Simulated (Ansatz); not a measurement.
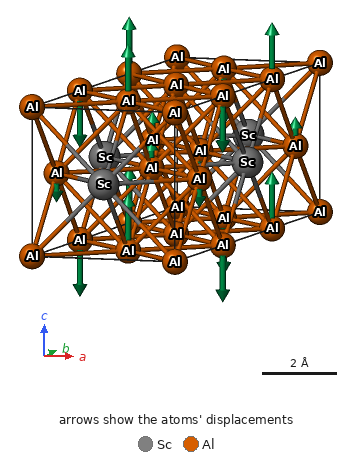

One vibrational mode of solid ScAl5 (a generated structure) at the zone centre. The green arrows give the relative displacements of the atoms. Style: ball-and-stick. Shown: the conventional cell (2 times the calculation's cell), slightly off an axis. Lengths and directions refer to the drawn axes.

Computed with DFT PBE, scalar-relativistic, plane waves, PAW in Ansatz. Settings: plane-wave cutoff 420 eV; k-point mesh 10 × 10 × 10; occupations fermi dirac; smearing width 0.15 eV; no spin polarisation.

The frequencies depend somewhat on the k-mesh and the smearing.

**Give the symmetry, activity and frequency of this mode.**

This is the B₃g mode at 220 cm⁻¹, optical level 7 of 15, counted from below, Raman-active by symmetry. The Sc and Al (2a) atoms stay at rest; all motion is along c; atoms of one kind move against one another, with no net shift of any sublattice.
